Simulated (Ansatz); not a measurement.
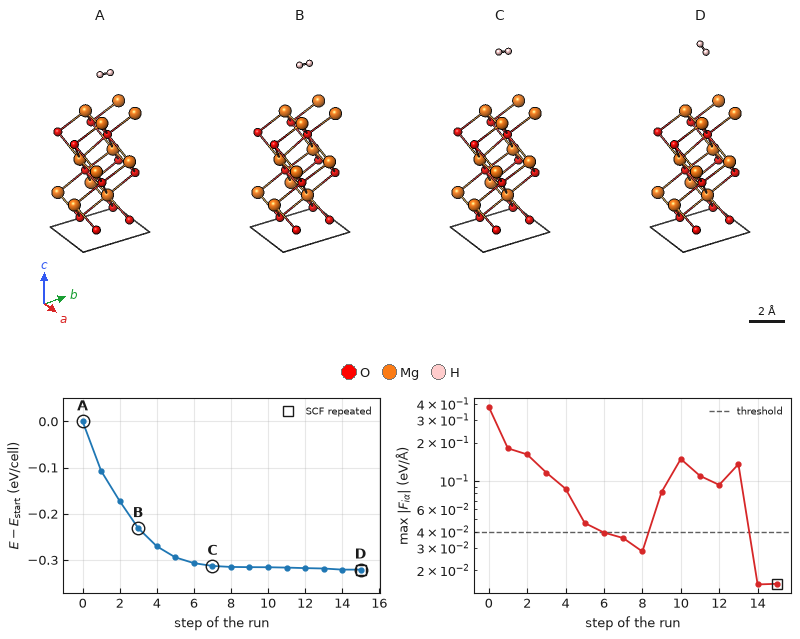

Frames of a constrained relaxation of a slab of composition Mg$_{6}$HO$_{6}$ (cut from the Fm-3m phase), marked on the history of the run. Style: ball-and-stick. Shown: the cell of the calculation, outlined in the plane, without the vacuum (origin shifted), slightly off an axis.

Case: 1 H2 a cell, flat, over a bridge Mg-Mg site. The slab is the (1 1 1) face of MgO with H2 on it. 12 atoms are held fixed.

Level of theory: Ansatz 0.2.0, DFT PBE+D3(BJ), scalar-relativistic, plane waves, PAW.

Input file:
```yaml
crystal:
  lattice:
    - [5.9506164706, 0.0, 0.0]
    - [-2.9753082353, 5.1533850317, 0.0]
    - [0.0, 0.0, 24.0733225033]
  atoms:
    - { symbol: O, position: [0.1666666667, 0.3333333333, 0.332318067] }
    - { symbol: O, position: [0.1666666667, 0.8333333333, 0.332318067] }
    - { symbol: O, position: [0.6666666667, 0.3333333333, 0.332318067] }
    - { symbol: O, position: [0.6666666667, 0.8333333333, 0.332318067] }
    - { symbol: Mg, position: [0.3333333333, 0.1666666667, 0.3827749368] }
    - { symbol: Mg, position: [0.3333333333, 0.6666666667, 0.3827749368] }
    - { symbol: Mg, position: [0.8333333333, 0.1666666667, 0.3827749368] }
    - { symbol: Mg, position: [0.8333333333, 0.6666666667, 0.3827749368] }
    - { symbol: O, position: [0.5, 0.5, 0.4332318067] }
    - { symbol: O, position: [0.5, 0.0, 0.4332318067] }
    - { symbol: O, position: [0.0, 0.5, 0.4332318067] }
    - { symbol: O, position: [0.0, 0.0, 0.4332318067] }
    - { symbol: Mg, position: [0.6666666667, 0.3333333333, 0.4797431937] }
    - { symbol: Mg, position: [0.6666666667, 0.8333333333, 0.4797431937] }
    - { symbol: Mg, position: [0.1666666667, 0.3333333333, 0.4797431937] }
    - { symbol: Mg, position: [0.1666666667, 0.8333333333, 0.4797431937] }
    - { symbol: O, position: [0.8333333333, 0.6666666667, 0.5362180305] }
    - { symbol: O, position: [0.8333333333, 0.1666666667, 0.5362180305] }
    - { symbol: O, position: [0.3333333333, 0.6666666667, 0.5362180305] }
    - { symbol: O, position: [0.3333333333, 0.1666666667, 0.5362180305] }
    - { symbol: Mg, position: [0.0, 0.5, 0.5833602589] }
    - { symbol: Mg, position: [0.0, 0.0, 0.5833602589] }
    - { symbol: Mg, position: [0.5, 0.5, 0.5833602589] }
    - { symbol: Mg, position: [0.5, 0.0, 0.5833602589] }
    - { symbol: H, position: [0.25, 0.75, 0.683055679] }
    - { symbol: H, position: [0.2173241837, 0.6108429822, 0.683055679] }
basis:
  ecutwfc: 420
kpoints:
  mp_grid: { grid: [3, 3, 1] }
hamiltonian:
  xc: pbe
  dispersion: d3bj
scf:
  occupations: { method: gaussian, width: 0.05 }
output:
  forces: true
  eigenvalues: true
relax:
  adjacent_minimum: "off"
  f_tol: 0.04
  max_steps: 100
  constraints: [{ sites: [0, 1, 2, 3, 4, 5, 6, 7, 8, 9, 10, 11] }]
efield:
  axis: 3
  dipole_correction: true
  ramp_width: 0.04
```

Run as
```bash
ansatz run input.yaml --threads 4 --pin off --max-ram 10240MiB --backend cpu --events-out ev --progress --plain --runs-dir out
```

Describe the path.

After 14 accepted moves (15 points after the start) the energy has fallen by 0.321 eV per cell of the calculation. Largest force component: 0.38 eV/Å at the start, 0.016 eV/Å at the end. 1 step only repeated the SCF at the same geometry. The forces were under the threshold at step 6, but the run went on from there. H26 moves most: 1.85 Å along the normal (+c). Mg and O stay in place. The cell stays as it was. The run took 4.5 min on 4 threads of Arm Neoverse V1 (shared host), peak memory 1.9 GiB. From step 0 to 3: H atoms move most (0.58 Å), energy −0.231 eV per cell of the calculation. From step 3 to 7: H26 moves most (0.79 Å), energy −81.7 meV per cell of the calculation. From step 7 to 15: H26 moves most (0.49 Å), energy −8.0 meV per cell of the calculation.

```csv
step,"E − E(0), meV/atom","largest force component, eV/Å",note
0,0.00,0.3819,
1,-4.12,0.1801,
2,-6.63,0.1615,
3,-8.89,0.1163,
4,-10.39,0.0870,
5,-11.31,0.0469,
6,-11.79,0.0395,
7,-12.03,0.0358,
8,-12.11,0.0281,
9,-12.13,0.0819,
10,-12.14,0.1487,
11,-12.17,0.1097,
12,-12.21,0.0932,
13,-12.24,0.1354,
14,-12.33,0.0155,
15,-12.33,0.0157,"same geometry, SCF repeated"
```

Limits of the set-up: the periodic images lie only 6.0 Å apart, so the values are limited by the cell's size.
